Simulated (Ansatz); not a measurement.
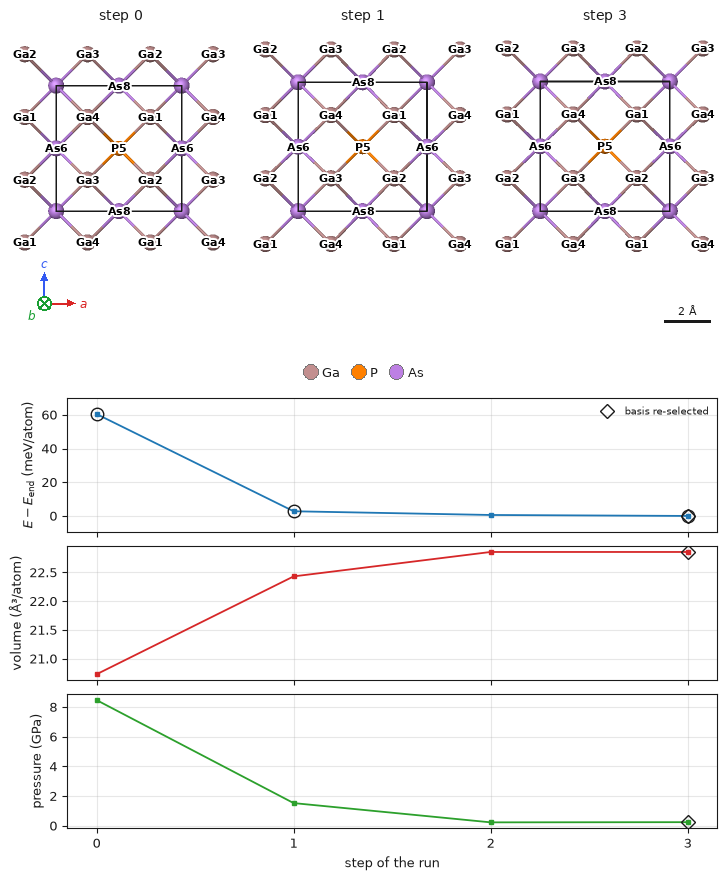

Frames of a relaxation of crystalline Ga$_{4}$As$_{3}$P (a generated structure, set up in P-43m) (coarse preliminary run), marked on the history of the run. The picture is a ball-and-stick view of the cell of the calculation, seen along the b axis.

The calculation used DFT PBE, scalar-relativistic, plane waves, PAW in Ansatz 0.2.0. Set-up: plane-wave cutoff 420 eV; k-point mesh 4 × 4 × 4; occupations gaussian; smearing width 0.1 eV; no spin polarisation; cell and atoms relaxed; force threshold 0.04 eV/Å; at most 70 steps.

Q: What happens along the run?

A: The largest moves relative to the cell, 0.045 Å, are those of Ga atoms. As and P stay in place. The drawn cell changes as follows: a = b = c 5.494 → 5.676 Å (+3.3 %); the volume changes by +10.3 %. Among the contacts that change: As–Ga 2.379 → 2.473 Å, Ga–P 2.379 → 2.413 Å. The space group stays P-43m (No. 215). Over 2 accepted moves (3 points after the start) the energy falls by 60.4 meV per atom. The largest force component goes from 0.41 to 0.0072 eV/Å. Pressure: 8.47 GPa at the start and 0.24 GPa at the end. At 1 point the geometry stayed and the basis and grid were re-selected for the new cell (energy shift of 0.6 meV per atom at most each time). The run took 40 s on 1 thread of Intel(R) Xeon(R) Platinum 8375C CPU @ 2.90GHz (Ice Lake), on a shared host, peak memory 0.51 GiB. From step 0 to 1: Ga atoms move most (0.05 Å), volume +8.2 %, energy −57.7 meV per atom. From step 1 to 3: volume +1.9 %, energy −2.8 meV per atom.

| step | E − E(0), meV/atom | largest force component, eV/Å | pressure, GPa | volume, Å³/atom | note |
| --- | --- | --- | --- | --- | --- |
| 0 | 0.00 | 0.4099 | 8.47 | 20.730 |  |
| 1 | -57.67 | 0.0051 | 1.53 | 22.432 |  |
| 2 | -59.87 | 0.0070 | 0.23 | 22.856 |  |
| 3 | -60.44 | 0.0072 | 0.24 | 22.856 | same geometry, new basis |
